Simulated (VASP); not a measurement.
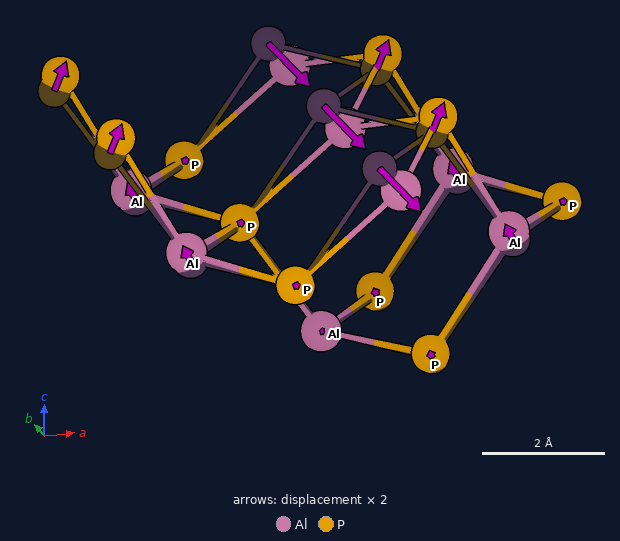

This is a relaxation of a slab of composition AlP. The starting structure is drawn faded, the final one solid; purple arrows show the displacements, 2 times their true length.

A ball-and-stick model of the atoms within 5.0 Å of the atom that moves most (axes of the cell of the calculation, outlined in the plane, without the vacuum (origin shifted)), seen slightly off an axis.

The run lets the atoms move in a fixed cell.

Method: VASP, Kohn-Sham DFT of a periodic cell, PBEsol, VASP PAW PBE potentials, recommended.

Input file:
```
ALGO = Normal
DIPOL = 0.5 0.5 0.500
EDIFF = 1E-7
EDIFFG = -0.015
ENCUT = 520
GGA = PS
IBRION = 2
IDIPOL = 3
ISIF = 2
ISMEAR = 0
KPAR = 8
LASPH = T
LCHARG = F
LDIPOL = T
LREAL = F
LWAVE = F
NELM = 80
NSW = 100
PREC = Accurate
SIGMA = 0.05
```

Launched with:
```bash
cat potpaw_PBE.64/Al/POTCAR potpaw_PBE.64/P/POTCAR > POTCAR
mpirun -np 8 vasp_std > vasp.out
```

Describe the change and its energy.

The largest moves relative to the layer's centre, 0.54 Å, are those of Al atoms. By element the largest moves are Al 0.54 Å, P 0.28 Å. The lattice vectors keep their values. Near-neighbour distances that change, for instance: Al–P 2.360 → 2.317 Å, Al–P 2.360 → 2.397 Å, Al–P 2.360 → 2.372 Å. Among the angles between lasting bonds that change: Al–P–Al 109.5° → 89.7°, Al–P–Al 109.5° → 94.7°, P–Al–P 109.5° → 123.2°. Over 26 geometry steps the energy falls by 1.390 eV per cell of the calculation. Largest force component: 1.4 eV/Å at the start, 0.011 eV/Å at the end.
